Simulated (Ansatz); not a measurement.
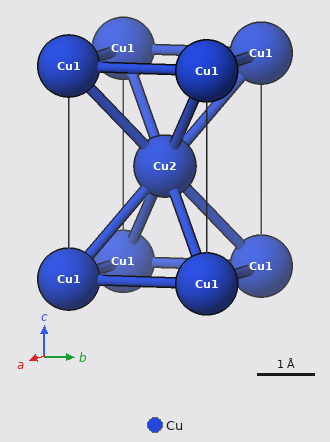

Figure 1. The starting structure (ball-and-stick view of the reduced cell, seen slightly off an axis; atoms are numbered from 1 in the order of the input). Near neighbours in the crystal (not all of them lie inside the picture): Cu has 12 Cu at 2.53 to 2.69 Å.

# Geometry relaxation, with input and output: Cu (part 1 of 2)

System: Cu (I4/mmm, 2 atoms in the cell).
Method: DFT r2SCAN, scalar-relativistic, plane waves, PAW, no spin polarisation (Ansatz 0.2.0).

The structure derives from a Materials Project entry. It belongs to a series of runs on one base structure; here: film's bulk on the substrate's plane, third vector and atoms relaxed. Figures and captions count atoms from 1; the log counts them from 0 in places.

### The input
```yaml
crystal:
  lattice:
    - [3.8101770359, 0.0, 0.0]
    - [0.0, 3.8101770359, 0.0]
    - [-1.905088518, 0.0, 1.657628716]
  atoms:
    - { symbol: Cu, position: [0.0, 0.0, 0.0] }
    - { symbol: Cu, position: [0.5, 0.5, 0.0] }
basis:
  ecutwfc: 500
kpoints:
  mp_grid: { grid: [9, 9, 20] }
hamiltonian:
  xc: r2scan
scf:
  occupations: { method: gaussian, width: 0.1 }
output:
  forces: true
  stress: true
  eigenvalues: true
  write_density: true
  write_potential: true
  elf: true
  volumetric_format: npy
relax:
  adjacent_minimum: "off"
  f_tol: 0.01
  max_steps: 50
  cell: { fix: [a, b, gamma], stress_tol: 0.1 }
```

Machine: 8 threads of AMD EPYC (Zen 3), 189 GiB of memory available, shared host.

Run as:
```bash
ansatz run input.yaml --threads 8 --pin off --max-ram 20480MiB --backend cpu --events-out ev --progress --plain --runs-dir out
```

### Output
```
Warning: crystal.symmetry: narrowed to the stabiliser of the k-point mesh — unitary ops 16 → 8; excluded 8 operations that carry a point of the 9×9×20 mesh (shift [0, 0, 0]) off the mesh (the run samples exactly the mesh kpoints.mp_grid names, as under crystal.symmetry.detect: false, and its converged state has the mesh's symmetry, not the crystal's; ε∞, the Born charges and the force constants of a linear response (`dielectric:` by the response, `phonons.method: dfpt`) are averaged over those of the crystal's operations that the state keeps within a tolerance, where `mesh_tensors`, `unaveraged_element` or `gamma_mean_max_change_ev_ang2` stands beside them; a row that `dielectric.field_direction` solves alone is averaged likewise, with nothing beside; a Γ-centred mesh of equal divisions is mapped onto itself by every operation and keeps the whole group, as does a half-shifted one under kpoints.further_shifts: images)
Engine: ansatz 0.2.0, x86_64-unknown-linux-gnu
Pseudopotentials: kind: paw
Pseudopotential: Cu, paw, valence charge 19, recommended cutoff 500 eV (meta_gga), Cu.paw.azcp
Functional definition: r2SCAN
  parameter k0 = 0.174
  parameter k1 = 0.065
  parameter a1 = 4.9479
  exchange = r2scan_x(k0 = k0, k1 = k1, a1 = a1)
  correlation = r2scan_c
Crystal: 2 atoms, lattice volume = 24.065 Å³
Basis set: ecut = 500 eV, 609 PW (Γ), exchange–correlation on 120×120×80 points (64 copies of the dense FFT grid, shifted against one another)
Bands: 23, of which v1, the nominal top of the filled ones, is band 19 counted from 1 (18 counted from 0)
Symmetry: 8 space group operations
k-points: 455 of 1620
Non-local potential: Cu, projectors of the file, l = 0: 3, l = 1: 2, l = 2: 3, l = 3: 1
PAW form: soft (Blöchl's): semilocal exchange-correlation on the pseudo side does not see the compensation charge
PAW frozen core: Cu, regenerated for the run's functional (the file was generated under x = pbe(κ = 0.804, μ = 0.2195149727645171), c = pbe(β = 0.06672455060314922))
PAW one-centre angular grid: Cu, 590 points (default); XC on 160 Gauss nodes
Initial density: superposition of atomic densities (neutral atoms: chi_scale 0, normalization atom), corrected by the library's trained network
Initial wavefunctions: pseudopotential atomic-orbital guess
Functional: x = r2scan, c = r2scan; τ floored in thin density (d = 2e-4 eV/Å³)
SCF iter   1: F=—  HF=-13262.458192 eV  |F-HF|=—  |Δ(HF+E_count)|=         —  Δρ=4.05e-2  dr2=2.18e-1  dr2_τ=1.77e-3  ethr=1.77e-3  ⟨swp⟩=5.0  Hψ=38072  notcnv=0
preconditioner: auto → none  [metal: Δε(μ)=0.014 eV  Ē_g=11.187 eV  σ=0.100 eV  W_gap=0.08  n_scr=6 (ndim 8)  ℏωp=35.5 eV  f_vac=0.000  D(μ)=0.59/eV (n_scr^D=2)  sad-step TF]
SCF iter   2: F=—  HF=-13262.435102 eV  |F-HF|=—  |Δ(HF+E_count)|=   2.31e-2  Δρ=1.21e-2  dr2=1.27e-2  dr2_τ=2.48e-3  ethr=5.73e-4  ⟨swp⟩=2.0  Hψ=20523  notcnv=0  defer=66
SCF iter   3: F=—  HF=-13262.420505 eV  |F-HF|=—  |Δ(HF+E_count)|=   1.46e-2  Δρ=6.23e-3  dr2=6.29e-3  dr2_τ=5.03e-5  ethr=3.34e-5  ⟨swp⟩=2.0  Hψ=20787  notcnv=0  defer=66
SCF iter   4: F=—  HF=-13262.418619 eV  |F-HF|=—  |Δ(HF+E_count)|=   1.89e-3  Δρ=8.21e-4  dr2=4.65e-5  dr2_τ=3.59e-6  ethr=1.66e-5  ⟨swp⟩=1.9  Hψ=14166  notcnv=0  defer=66
SCF iter   5: F=—  HF=-13262.418730 eV  |F-HF|=—  |Δ(HF+E_count)|=   1.11e-4  Δρ=1.96e-4  dr2=2.41e-6  dr2_τ=8.85e-8  ethr=1.22e-7  ⟨swp⟩=2.0  Hψ=19189  notcnv=0  defer=66
SCF iter   6: F=—  HF=-13262.418740 eV  |F-HF|=—  |Δ(HF+E_count)|=   9.41e-6  Δρ=4.39e-5  dr2=1.81e-7  dr2_τ=4.57e-9  ethr=6.33e-9  ⟨swp⟩=2.0  Hψ=19061  notcnv=0  defer=66
SCF iter   7: F=-13262.418740 eV  HF=-13262.418740 eV  |F-HF|=1.38e-8  |Δ(HF+E_count)|=   1.30e-7  Δρ=9.18e-6  dr2=1.28e-8  dr2_τ=8.21e-11  ethr=2.63e-10  ⟨swp⟩=8.6  Hψ=68244  notcnv=0
SCF 1 converged in 7 iterations: F = -13262.418740 eV  dr2 = 1.28e-8
  greatest PAW one-centre occupation: 1.000 electrons in one spin orbital (limit 2), on the Cu atom at site 1 (counted from 0), in its partial waves of l = 0
relax step   1: F+E_penalty+E_count = -13262.41873986 eV  Δ(F+E_penalty+E_count) = +0.000e0 eV  max|allowed force component| = 6.369e-29 eV/Å  Δτ_max = 0.0000 Å  P = -6.914 GPa  Ω = 24.065 Å³  fix = [a, b, gamma]  reactions: a -8.032, b -8.352 GPa  (7 SCF iters, dr2 threshold 1.00e-7 eV, accepted)
Crystal: 2 atoms, lattice volume = 23.823 Å³
Basis set: ecut = 500 eV, 607 PW (Γ), exchange–correlation on 120×120×80 points (64 copies of the dense FFT grid, shifted against one another)
Initial density: handed on by an earlier stage of this run
Initial wavefunctions: those handed on with the density
iter 1 solved again at ethr=8.95e-6 eV; its pass at ethr=3.10e-3 eV (dr2=3.40e-3 eV) is discarded
SCF iter   1: F=—  HF=-13262.419202 eV  |F-HF|=—  |Δ(HF+E_count)|=         —  Δρ=4.74e-3  dr2=3.29e-3  dr2_τ=3.84e-3  ethr=8.95e-6  ⟨swp⟩=1.1  Hψ=49871  notcnv=0
preconditioner: auto → none  [metal: Δε(μ)=0.015 eV  Ē_g=11.071 eV  σ=0.100 eV  W_gap=0.09  n_scr=6 (ndim 8)  ℏωp=35.7 eV  f_vac=0.000  D(μ)=0.67/eV (n_scr^D=2)]
SCF iter   2: F=—  HF=-13262.425961 eV  |F-HF|=—  |Δ(HF+E_count)|=   6.76e-3  Δρ=6.67e-3  dr2=5.57e-3  dr2_τ=3.66e-5  ethr=8.65e-6  ⟨swp⟩=2.0  Hψ=19861  notcnv=0
SCF iter   3: F=—  HF=-13262.424616 eV  |F-HF|=—  |Δ(HF+E_count)|=   1.34e-3  Δρ=2.22e-3  dr2=5.66e-4  dr2_τ=7.21e-6  ethr=8.65e-6  ⟨swp⟩=2.0  Hψ=14405  notcnv=0
SCF iter   4: F=—  HF=-13262.424477 eV  |F-HF|=—  |Δ(HF+E_count)|=   1.39e-4  Δρ=1.43e-4  dr2=1.88e-6  dr2_τ=9.81e-8  ethr=1.49e-6  ⟨swp⟩=2.0  Hψ=15574  notcnv=0
SCF iter   5: F=—  HF=-13262.424467 eV  |F-HF|=—  |Δ(HF+E_count)|=   9.55e-6  Δρ=1.52e-4  dr2=2.70e-6  dr2_τ=1.13e-8  ethr=5.26e-10  ⟨swp⟩=9.2  Hψ=84816  notcnv=0
SCF iter   6: F=—  HF=-13262.424468 eV  |F-HF|=—  |Δ(HF+E_count)|=   5.12e-7  Δρ=8.11e-5  dr2=8.45e-7  dr2_τ=2.68e-9  ethr=4.96e-9  ⟨swp⟩=2.5  Hψ=14338  notcnv=0
SCF iter   7: F=—  HF=-13262.424468 eV  |F-HF|=—  |Δ(HF+E_count)|=   7.77e-8  Δρ=4.22e-5  dr2=2.30e-7  dr2_τ=7.07e-10  ethr=2.22e-9  ⟨swp⟩=1.0  Hψ=10466  notcnv=0
SCF iter   8: F=-13262.424468 eV  HF=-13262.424468 eV  |F-HF|=1.40e-9  |Δ(HF+E_count)|=   2.00e-8  Δρ=2.91e-6  dr2=1.08e-9  dr2_τ=4.03e-12  ethr=5.26e-10  ⟨swp⟩=7.7  Hψ=64686  notcnv=0
SCF 2 converged in 8 iterations: F = -13262.424468 eV  dr2 = 1.08e-9
relax step   2: F+E_penalty+E_count = -13262.42446788 eV  Δ(F+E_penalty+E_count) = -5.728e-3 eV  max|allowed force component| = 9.466e-30 eV/Å  Δτ_max = 0.0000 Å  P = -5.560 GPa  Ω = 23.823 Å³  energy of the carried Pulay correction = +1.393e-4 eV  fix = [a, b, gamma]  reactions: a -6.719, b -6.934 GPa  (8 SCF iters, dr2 threshold 2.00e-7 eV, accepted)
Crystal: 2 atoms, lattice volume = 23.271 Å³
Basis set: ecut = 500 eV, 599 PW (Γ), exchange–correlation on 120×120×80 points (64 copies of the dense FFT grid, shifted against one another)
iter 1 solved again at ethr=4.62e-5 eV; its pass at ethr=3.10e-3 eV (dr2=1.76e-2 eV) is discarded
SCF iter   1: F=—  HF=-13262.401374 eV  |F-HF|=—  |Δ(HF+E_count)|=         —  Δρ=1.11e-2  dr2=1.76e-2  dr2_τ=2.06e-2  ethr=4.62e-5  ⟨swp⟩=1.0  Hψ=51290  notcnv=0
preconditioner: auto → none  [metal: Δε(μ)=0.017 eV  Ē_g=11.250 eV  σ=0.100 eV  W_gap=0.10  n_scr=6 (ndim 8)  ℏωp=36.1 eV  f_vac=0.000  D(μ)=0.78/eV (n_scr^D=2)]
SCF iter   2: F=—  HF=-13262.437357 eV  |F-HF|=—  |Δ(HF+E_count)|=   3.60e-2  Δρ=1.53e-2  dr2=2.86e-2  dr2_τ=1.99e-4  ethr=4.62e-5  ⟨swp⟩=2.0  Hψ=20694  notcnv=0
SCF iter   3: F=—  HF=-13262.430179 eV  |F-HF|=—  |Δ(HF+E_count)|=   7.18e-3  Δρ=4.87e-3  dr2=2.62e-3  dr2_τ=3.29e-5  ethr=4.62e-5  ⟨swp⟩=2.2  Hψ=17431  notcnv=0
SCF iter   4: F=—  HF=-13262.429547 eV  |F-HF|=—  |Δ(HF+E_count)|=   6.32e-4  Δρ=2.70e-4  dr2=7.38e-6  dr2_τ=4.25e-7  ethr=6.90e-6  ⟨swp⟩=2.0  Hψ=15390  notcnv=0
SCF iter   5: F=—  HF=-13262.429571 eV  |F-HF|=—  |Δ(HF+E_count)|=   2.36e-5  Δρ=3.11e-4  dr2=1.13e-5  dr2_τ=6.34e-8  ethr=1.94e-8  ⟨swp⟩=2.0  Hψ=19183  notcnv=0
SCF iter   6: F=—  HF=-13262.429574 eV  |F-HF|=—  |Δ(HF+E_count)|=   2.57e-6  Δρ=1.97e-4  dr2=4.78e-6  dr2_τ=1.86e-8  ethr=1.94e-8  ⟨swp⟩=2.1  Hψ=12476  notcnv=0
SCF iter   7: F=—  HF=-13262.429573 eV  |F-HF|=—  |Δ(HF+E_count)|=   4.33e-7  Δρ=1.16e-4  dr2=1.66e-6  dr2_τ=6.23e-9  ethr=1.26e-8  ⟨swp⟩=1.0  Hψ=10465  notcnv=0
SCF iter   8: F=-13262.429573 eV  HF=-13262.429573 eV  |F-HF|=5.66e-10  |Δ(HF+E_count)|=   1.86e-7  Δρ=5.11e-6  dr2=3.05e-9  dr2_τ=6.67e-11  ethr=5.26e-10  ⟨swp⟩=6.1  Hψ=69909  notcnv=0
SCF 3 converged in 8 iterations: F = -13262.429573 eV  dr2 = 3.05e-9
relax step   3: F+E_penalty+E_count = -13262.42957288 eV  Δ(F+E_penalty+E_count) = -5.105e-3 eV  max|allowed force component| = 3.155e-30 eV/Å  Δτ_max = 0.0000 Å  P = -2.163 GPa  Ω = 23.271 Å³  energy of the carried Pulay correction = +4.621e-4 eV  fix = [a, b, gamma]  reactions: a -3.376, b -3.344 GPa  (8 SCF iters, dr2 threshold 2.00e-7 eV, accepted)
Crystal: 2 atoms, lattice volume = 23.309 Å³
iter 1 solved again at ethr=2.61e-7 eV; its pass at ethr=3.10e-3 eV (dr2=9.90e-5 eV) is discarded
SCF iter   1: F=—  HF=-13262.429439 eV  |F-HF|=—  |Δ(HF+E_count)|=         —  Δρ=8.20e-4  dr2=9.55e-5  dr2_τ=1.09e-4  ethr=2.61e-7  ⟨swp⟩=2.0  Hψ=49530  notcnv=0
preconditioner: auto → none  [metal: Δε(μ)=0.009 eV  Ē_g=11.285 eV  σ=0.100 eV  W_gap=0.05  n_scr=6 (ndim 8)  ℏωp=36.1 eV  f_vac=0.000  D(μ)=0.77/eV (n_scr^D=2)]
SCF iter   2: F=—  HF=-13262.429623 eV  |F-HF|=—  |Δ(HF+E_count)|=   1.84e-4  Δρ=1.14e-3  dr2=1.58e-4  dr2_τ=1.08e-6  ethr=2.51e-7  ⟨swp⟩=2.0  Hψ=18628  notcnv=0
SCF iter   3: F=—  HF=-13262.429584 eV  |F-HF|=—  |Δ(HF+E_count)|=   3.91e-5  Δρ=3.63e-4  dr2=1.47e-5  dr2_τ=1.92e-7  ethr=2.51e-7  ⟨swp⟩=2.0  Hψ=14531  notcnv=0
SCF iter   4: F=-13262.429581 eV  HF=-13262.429581 eV  |F-HF|=8.50e-8  |Δ(HF+E_count)|=   3.50e-6  Δρ=1.98e-5  dr2=3.96e-8  dr2_τ=2.78e-9  ethr=3.74e-10  ⟨swp⟩=7.0  Hψ=73907  notcnv=0
SCF 4 converged in 4 iterations: F = -13262.429581 eV  dr2 = 3.96e-8
relax step   4: F+E_penalty+E_count = -13262.42958087 eV  Δ(F+E_penalty+E_count) = -7.989e-6 eV  max|allowed force component| = 1.578e-30 eV/Å  Δτ_max = 0.0000 Å  P = -2.411 GPa  Ω = 23.309 Å³  energy of the carried Pulay correction = +4.395e-4 eV  fix = [a, b, gamma]  reactions: a -3.635, b -3.617 GPa  (4 SCF iters, dr2 threshold 1.42e-7 eV, accepted)
Initial wavefunctions: pseudopotential atomic-orbital guess (no wavefunctions were taken with the density)
iter 1 solved again at ethr=1.28e-9 eV; its pass at ethr=3.10e-3 eV (dr2=4.87e-7 eV) is discarded
SCF iter   1: F=—  HF=-13262.429245 eV  |F-HF|=—  |Δ(HF+E_count)|=         —  Δρ=8.24e-5  dr2=3.88e-7  dr2_τ=6.96e-7  ethr=1.28e-9  ⟨swp⟩=3.4  Hψ=70679  notcnv=0
preconditioner: auto → none  [metal: Δε(μ)=0.009 eV  Ē_g=11.281 eV  σ=0.100 eV  W_gap=0.05  n_scr=6 (ndim 8)  ℏωp=36.1 eV  f_vac=0.000  D(μ)=0.77/eV (n_scr^D=2)]
SCF iter   2: F=—  HF=-13262.429246 eV  |F-HF|=—  |Δ(HF+E_count)|=   1.04e-6  Δρ=8.38e-5  dr2=7.18e-7  dr2_τ=5.86e-8  ethr=1.02e-9  ⟨swp⟩=2.0  Hψ=17009  notcnv=0
SCF iter   3: F=—  HF=-13262.429247 eV  |F-HF|=—  |Δ(HF+E_count)|=   8.05e-7  Δρ=1.20e-4  dr2=1.83e-6  dr2_τ=1.53e-8  ethr=1.02e-9  ⟨swp⟩=2.0  Hψ=19124  notcnv=0  recentre
SCF iter   4: F=—  HF=-13262.429246 eV  |F-HF|=—  |Δ(HF+E_count)|=   5.40e-7  Δρ=2.26e-6  dr2=3.55e-10  dr2_τ=7.44e-11  ethr=1.02e-9  ⟨swp⟩=2.0  Hψ=18782  notcnv=0
SCF iter   5: F=-13262.429246 eV  HF=-13262.429246 eV  |F-HF|=4.55e-11  |Δ(HF+E_count)|=  9.84e-10  Δρ=4.67e-7  dr2=1.67e-11  dr2_τ=4.07e-12  ethr=1.00e-12  ⟨swp⟩=6.0  Hψ=51798  notcnv=0
SCF 5 converged in 5 iterations: F = -13262.429246 eV  dr2 = 1.67e-11
relax step   5: F+E_penalty+E_count = -13262.42924602 eV  Δ(F+E_penalty+E_count) = +3.349e-4 eV  max|allowed force component| = 4.930e-31 eV/Å  Δτ_max = 0.0000 Å  P = -2.438 GPa  Ω = 23.309 Å³  fix = [a, b, gamma]  reactions: a -3.654, b -3.636 GPa  stress off target by 4.06e-2 GPa on what of the cell is left free  SCF on the basis re-selected at this cell (its energy is not comparable with the rows above)  (5 SCF iters)
```

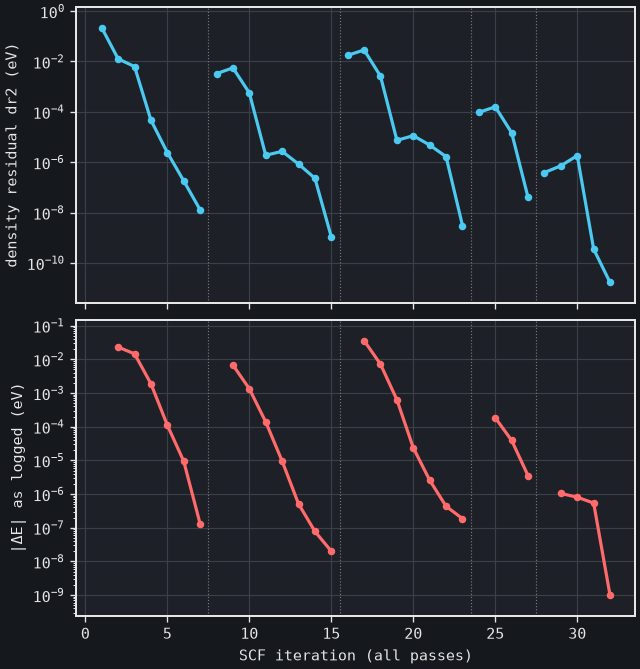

Figure 2. Convergence of the self-consistent field: density residual dr2 and size of the energy change against the SCF iteration. The dotted lines part the SCF passes of the relaxation: geometry steps, rejected trials and re-solves on a re-selected basis. The 5 passes take 4 to 8 iterations each, 32 in all.
